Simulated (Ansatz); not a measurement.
SnSe₂

```
CELL_PARAMETERS angstrom
3.83905 0.00000 0.00000
-1.91952 3.32471 0.00000
0.00000 0.00000 6.01163
ATOMIC_POSITIONS crystal
Sn 0.00000 0.00000 0.00000
Se 0.33724 0.66667 0.26515
Se 0.66276 0.33333 0.73485
```

Space group P-1.

Method: Ansatz, DFT PBE+D3(BJ), scalar-relativistic, plane waves, PAW.

The density is the valence pseudo-density of a PAW calculation; it isn't the true density close to the nuclei.

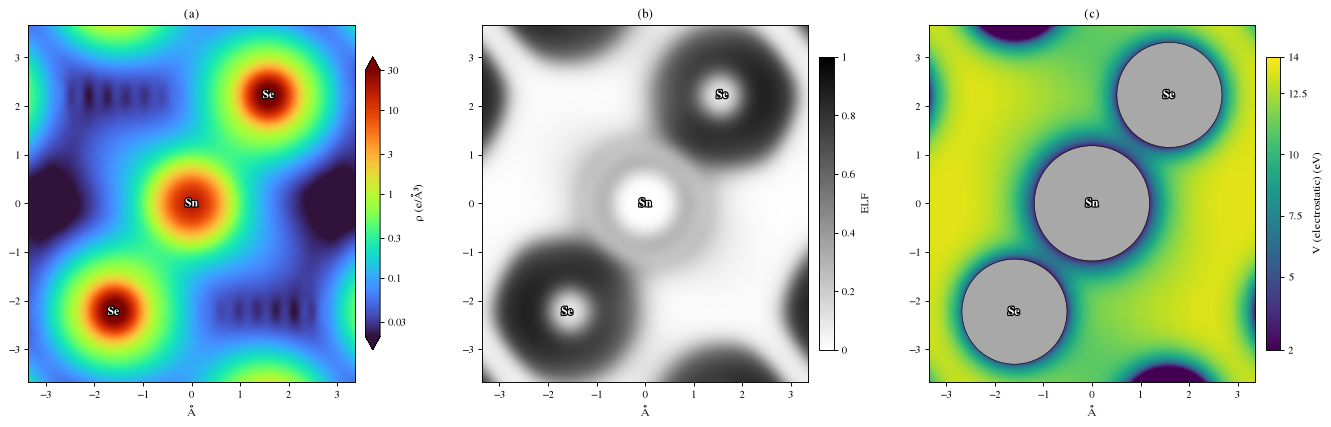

Figure 1. (a) valence pseudo-density; (b) electron localisation function; (c) electrostatic potential energy of an electron on the (110) plane of the conventional cell. Grey discs cover the atomic cores in the potential map.

> Interpret the plot.

Atoms in the plane: Sn and Se. Sn–Se (2.74 Å): ρ is about 0.38 e/Å³ halfway; the ELF is about 0.60 at the midpoint. Between the atoms the lowest density in this plane is 0.01 e/Å³. The ELF also peaks beside Se, away from the bonds: lone-pair regions. Outside the cores the potential energy rises away from the atoms and is highest about 2.5 Å from the nearest atoms; its zero is arbitrary.

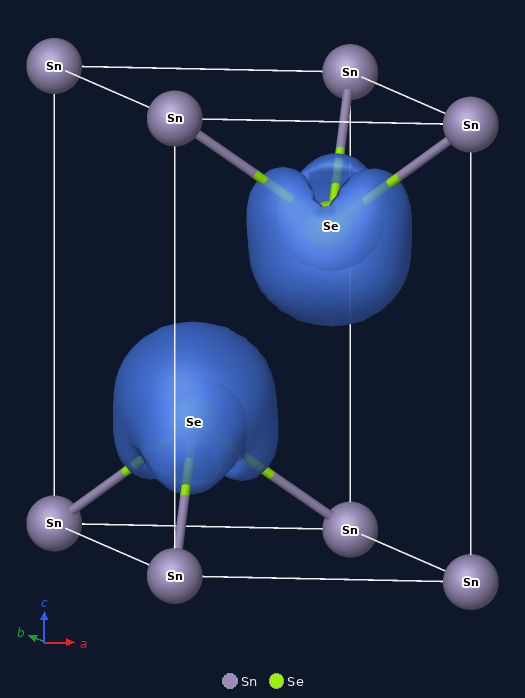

Figure 2. Isosurface of the ELF at 0.75 (blue), seen slightly off an axis. Core shells and regions of very low density are left out. Sticks mark near contacts.

> Where are the electrons localised?

The surface consists of two regions wrapped around Se (the valence shell of each), counted in one cell of 3 atoms. Regions shared between cells count once. Along the contacts the grid gives the following. Sn–Se (2.72 Å): the ELF is about 0.60 at the midpoint.

> Metal or insulator at this level of theory?

It is gapped, with a Kohn–Sham gap of 0.33 eV on the k-point mesh (the band edges may lie off the mesh, which would make the gap smaller).
